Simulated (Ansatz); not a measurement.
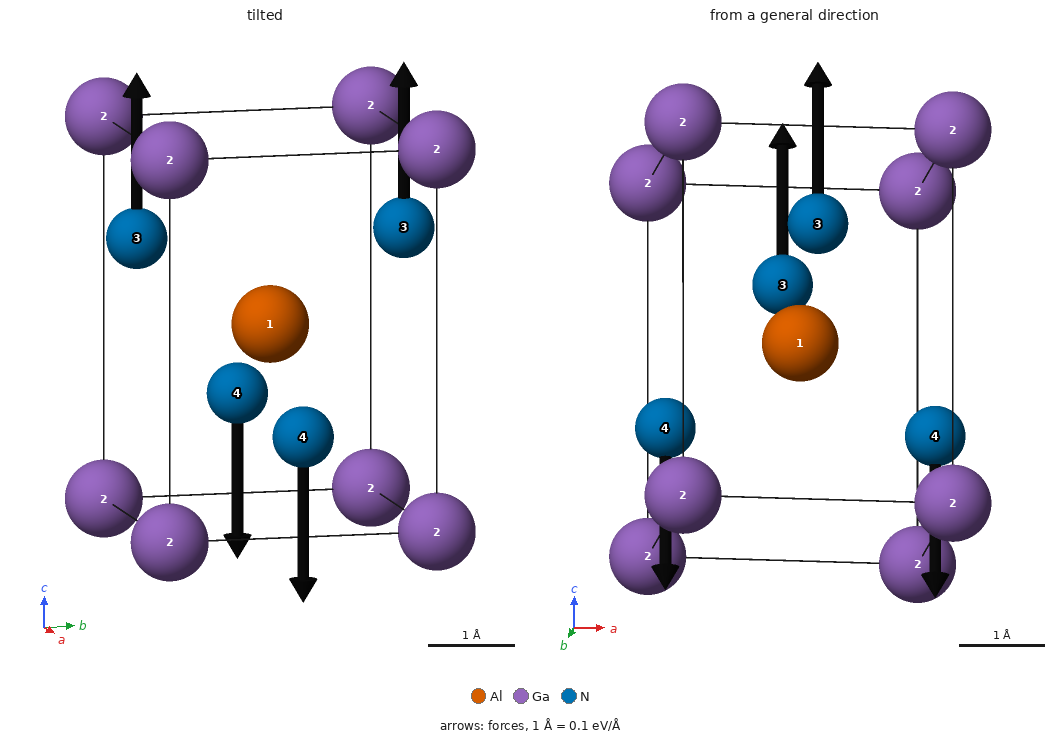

Spheres-only drawing of the structure, looking slightly off an axis and from a general direction. The frame is the simulation cell; atoms at its boundary are shown with their periodic copies. The arrows are the computed forces on the atoms.

System: AlGaN$_{2}$. The numbers come from Ansatz, DFT LDA, scalar-relativistic, plane waves, PAW, using plane-wave cutoff 420 eV, an 8×8×6 sampling of the Brillouin zone, Gaussian smearing of 0.05 eV, no spin polarisation.

> Are the forces small enough to call this converged?

No. The atoms still feel forces of up to about 0.16 eV/Å, above a usual threshold of 0.01 to 0.03 eV/Å.

> Which atom has the biggest force on it?

N3 and N4, about 0.16 eV/Å.

It goes back to a structure listed in the Materials Project. The cell was then strained or its atoms displaced on purpose. It went into a calculation with Ansatz.
